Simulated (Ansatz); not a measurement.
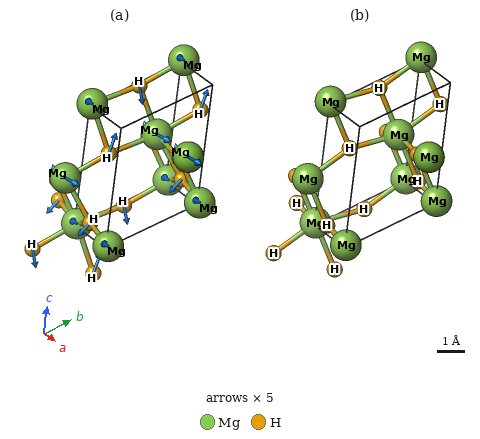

The structure of a crystal of MgH₂ (built on the anatase type) before (left) and after (right) a relaxation, at one scale. The blue arrows give the displacements (the part carried along by the change of the cell is left out), magnified 5 times.

Style: ball-and-stick. Shown: the cell of the calculation, reduced to other axes, slightly off an axis. Lengths and directions refer to the drawn axes.

Case: shaken.

Theory: Ansatz 0.2.0, DFT, PBEsol, plane waves, PAW.

The input:
```yaml
crystal:
  lattice:
    - [-1.8874339721, 1.8941071432, 4.609447395]
    - [1.9435124654, -1.9496663964, 4.6548212285]
    - [1.8572869025, 1.9195193268, -4.6320287923]
  atoms:
    - { symbol: Mg, position: [0.7274066977, 0.1993022112, 0.4530551869] }
    - { symbol: Mg, position: [-0.0309892517, 0.0282171012, 0.0121013631] }
    - { symbol: H, position: [0.4841515086, 0.0117166051, 0.4672331033] }
    - { symbol: H, position: [0.7774225503, 0.803530282, -0.0034429003] }
    - { symbol: H, position: [0.2272864578, 0.2325249742, 0.0311283136] }
    - { symbol: H, position: [0.8931376004, 0.4503761483, 0.4481679423] }
kpoints:
  mp_grid: { grid: [6, 6, 6] }
hamiltonian:
  xc: pbesol
scf:
  occupations: { method: fermi_dirac, width: 0.05 }
relax:
  f_tol: 0.01
  cell: {}
  max_steps: 120
output:
  write_density: true
  write_potential: true
  elf: true
  volumetric_format: npy
```

Launched with:
```bash
ansatz run input.yaml --threads 2 --pin off --max-ram 2211MiB --backend cpu --events-out ev --progress --plain --runs-dir out
```

Describe what moved and what it gained.

The largest moves relative to the cell, 0.17 Å, are those of Mg1 and H5. H5 goes along [−1 1 1]. By element the largest moves are H 0.17 Å, Mg 0.17 Å. The drawn cell changes as follows: a 3.801 → 3.797 Å (−0.1 %), b 3.814 → 3.797 Å (−0.4 %), c 5.329 → 5.387 Å (+1.1 %), γ 89.1° → 90.0°; the volume changes by +0.3 %. Near-neighbour distances that change, for instance: Mg1–H4 2.155 → 1.932 Å, Mg1–H4 (another image) 1.784 → 1.932 Å, Mg2–H6 2.074 → 1.932 Å, Mg2–H4 1.860 → 1.978 Å. Among the angles between lasting bonds that change: H3–Mg1–H6 169.0° → 179.9°, H5–Mg1–H6 90.1° → 100.6°, Mg1–H4–Mg1 149.5° → 158.7°. The space group (tolerance 0.01 Å) goes from P1 (No. 1) to I4_1/amd (No. 141). Over 4 accepted moves (5 points after the start) the energy falls by 46.3 meV per atom. Largest force component: 0.86 eV/Å at the start, 0.0011 eV/Å at the end. Pressure: 0.92 GPa at the start and 0.00 GPa at the end. The SCF was repeated once at an unchanged geometry on a basis and grid sized afresh for the cell, which shifted the energy by less than 0.05 meV per atom at most.
